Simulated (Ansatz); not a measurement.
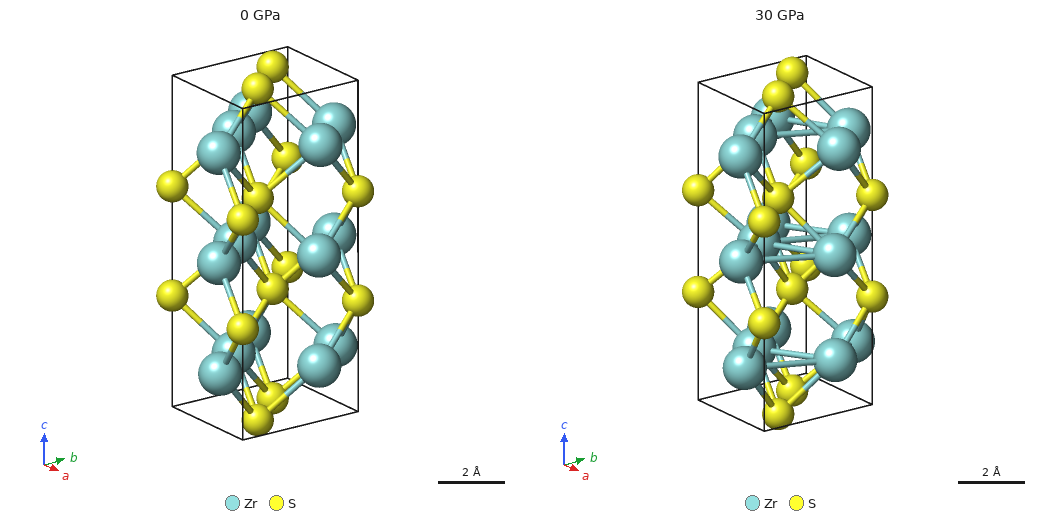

Zr3S2, space group R32 (No. 155), relaxed (cell and atoms) under a series of hydrostatic pressures; the conventional cell is drawn at the lowest and the highest, to one scale (sticks follow a distance rule). The start was a structure listed in the Materials Project. It needn't be the stable form of this composition.

Alike in all runs: Ansatz 0.2.0; functional PBEsol; potentials Ansatz PAW; cutoff 420 eV; k mesh 6 × 6 × 6 on the run's cell of 5 atoms; occupations fermi-dirac, width 0.05 eV; no spin polarisation; no spin-orbit coupling.

```tsv
pressure (GPa)	volume (Å³/atom)	a (Å)	c (Å)
0.0	19.520	5.726	10.312
2.0	19.216	5.692	10.273
5.0	18.808	5.646	10.219
10.0	18.209	5.578	10.138
20.0	?	?	?
30.0	16.447	5.368	9.885
```

What equation of state do the given rows imply, and what volume does it predict for the missing row?

Answer. The fit gives V0 = 19.51 Å³/atom, B0 = 126 GPa and B0′ = 3.8, which puts the volume at 20.0 GPa at 17.23 Å³/atom. The run gave volume 17.231 Å³/atom; a 5.463 Å; c 10.000 Å.

Which axis yields most up to 30 GPa?

Answer. The a axis: a −6.2 %, c −4.1 %, against −15.7 % in volume.

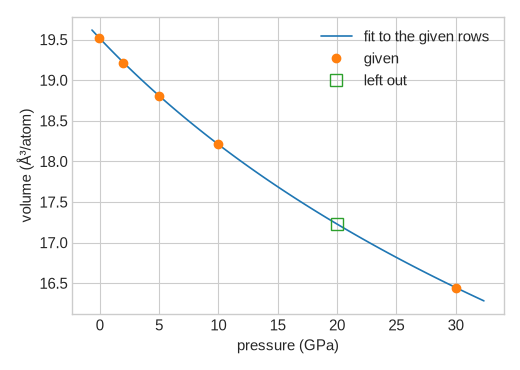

Volume against pressure, with the fit. The structure was kept in its own symmetry, so a change to another phase within this range wouldn't be seen.

Caveat: the plane-wave basis is chosen anew once the cell has moved, so the energies of steps on either side of that aren't comparable.
